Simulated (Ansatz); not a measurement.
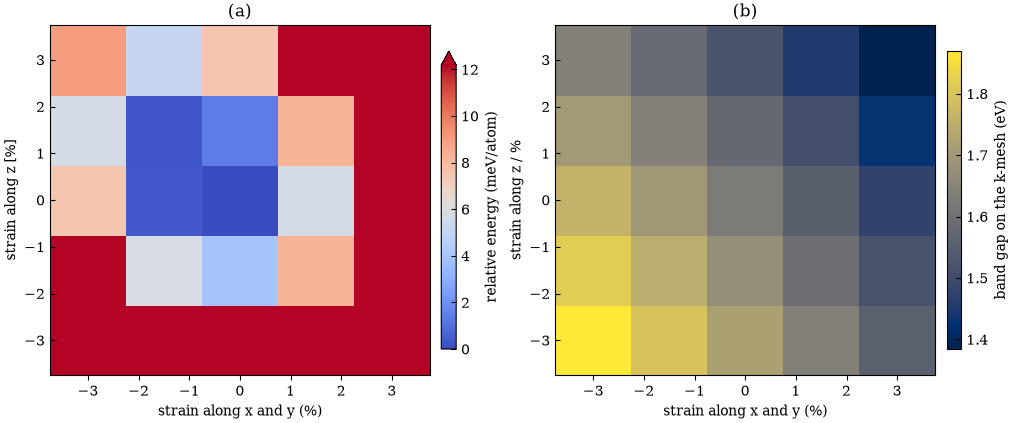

CdH₂O₂ (P-3m1, No. 164; 5 atoms in the cell). The cell is strained homogeneously, by one strain along x and y and another along z, with fractional coordinates fixed (x along [1 0 0], z along [0 0 1] of the conventional cell). Coordinates scanned: (1) strain along x and y; (2) strain along z. Grid: 5 × 5 points. Points are written as (first, second). Energies are in meV/atom, from the lowest grid point. The reference cell is the one listed in the database, not relaxed at this level. Level of theory: DFT PBEsol, scalar-relativistic, plane waves, PAW in Ansatz 0.2.0. Settings: cutoff 420 eV, k-mesh 9×9×6 in the order of the run's cell vectors, gaussian smearing 0.05 eV, no spin polarisation.

Panel (a) is the energy and panel (b) the computed band gap on the k-mesh on the same grid.

The picture shows one coloured cell a grid point, one colour for all values above the top of the scale.

How does the band gap on the k-mesh vary over the map, and what is it at the lowest grid point?

It runs from 1.38 eV at (3.0 %, 3.0 %) to 1.87 eV at (−3.0 %, −3.0 %). At the lowest grid point, (0.0 %, 0.0 %), it is 1.63 eV.
